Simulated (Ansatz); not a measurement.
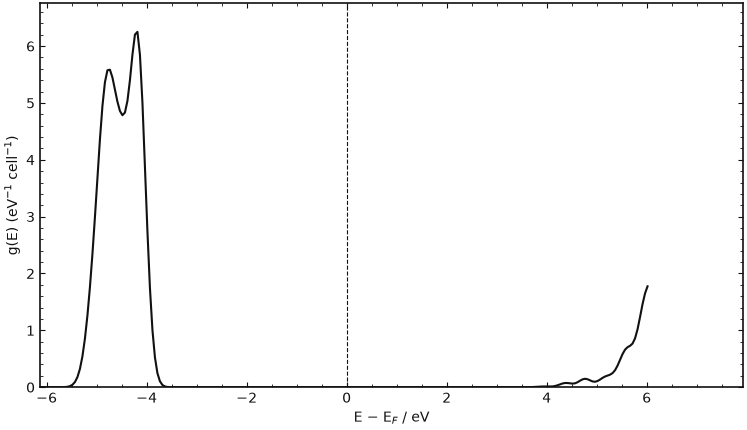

Density of states. Energies are counted from the Fermi level, put mid-gap where there is a gap. The curve is built from the levels of the k mesh with Gaussians 0.3 eV wide, which also blur the band edges.

This input was run:

```
crystal:
  lattice:
    - [3.1788706815, 0.0, 0.0]
    - [0.0, 3.1788706815, 0.0]
    - [0.0, 0.0, 3.0997168015]
  atoms:
    - { symbol: K, position: [0.0, 0.0, 0.0] }
    - { symbol: F, position: [0.5, 0.5, 0.5] }
kpoints:
  mp_grid: { grid: [8, 8, 8] }
  band_path:
    path: [[0.0, 0.0, 0.0], [0.0, 0.5, 0.0], [0.5, 0.5, 0.0], [0.5, 0.5, 0.5]]
    npoints: 1
hamiltonian:
  xc: r2scan
scf:
  occupations: { method: fixed }
  n_extra_bands: 4
output:
  forces: true
  stress: true
  eigenvalues: true
```

Command:
```bash
ansatz run input.yaml --threads 4 --pin off --max-ram 3686MiB --backend cpu --events-out ev --progress --plain --runs-dir out
```

> Metal or insulator, going by the density of states?

There is a gap; over the k points computed it is 7.87 eV.

> How wide is the upper valence band?

The upper group of valence states starts about 1.4 eV under the valence-band top (which lies at −3.9 eV on this axis), with a gap beneath it; it holds about 6 electrons a cell.
